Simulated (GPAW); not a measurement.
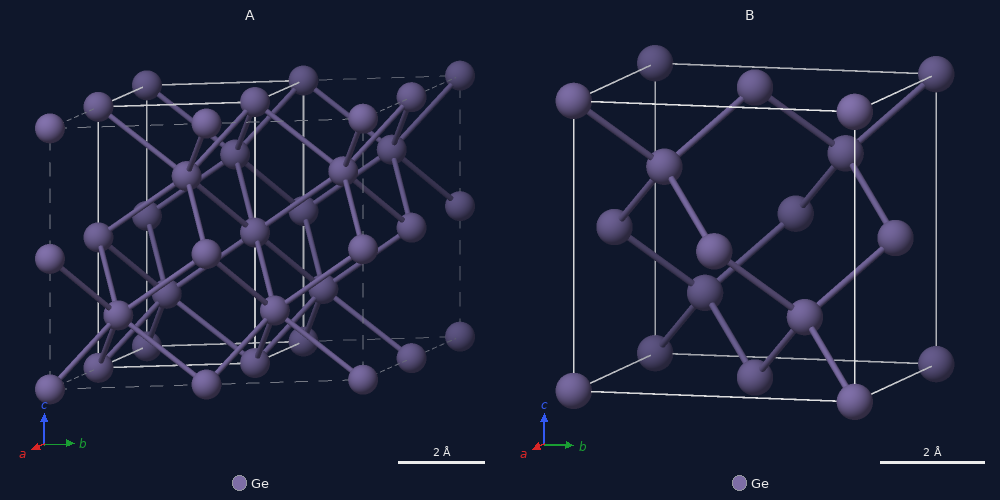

Two structures of Ge, each relaxed (cell and atoms) at zero pressure; conventional cells in solid outline, small ones repeated, each panel with its own scale. Alike in all runs: GPAW 26.7.0; functional PBEsol; dispersion D3; potentials PAW data sets generated in the run's folder for this functional; cutoff 600 eV; occupations fermi-dirac, width 0.05 eV; no spin polarisation; no spin-orbit coupling. The k meshes have like spacings.

Question: Name the structure in each panel.

Answer: A: 4 atoms a cell on a primitive hexagonal lattice, P6₃/mmc; B: diamond, Fd-3m.

Question: Which of these is lowest in energy, and how far above it do the others lie?

Answer: B, then A (+153 meV/atom), static energies at zero smearing.

Question: Could pressure favour another of these structures?

Answer: A is denser (19.1 against 22.7 Å³/atom), so pressure favours it. Setting PΔV equal to ΔE at fixed volumes gives a first estimate of 6.8 GPa for the crossing; compression of both forms, other phases and heat would move it.

Question: Collect the results in a table.

Answer:
| panel | space group | E − E(lowest) (meV/atom) | volume (Å³/atom) |
| --- | --- | --- | --- |
| B | Fd-3m | 0 | 22.7 |
| A | P6₃/mmc | 153 | 19.1 |

The starts are database entries or structure types tried for this composition, and the most stable form need not be among them.

Caveat: later steps reuse the first step's grids.
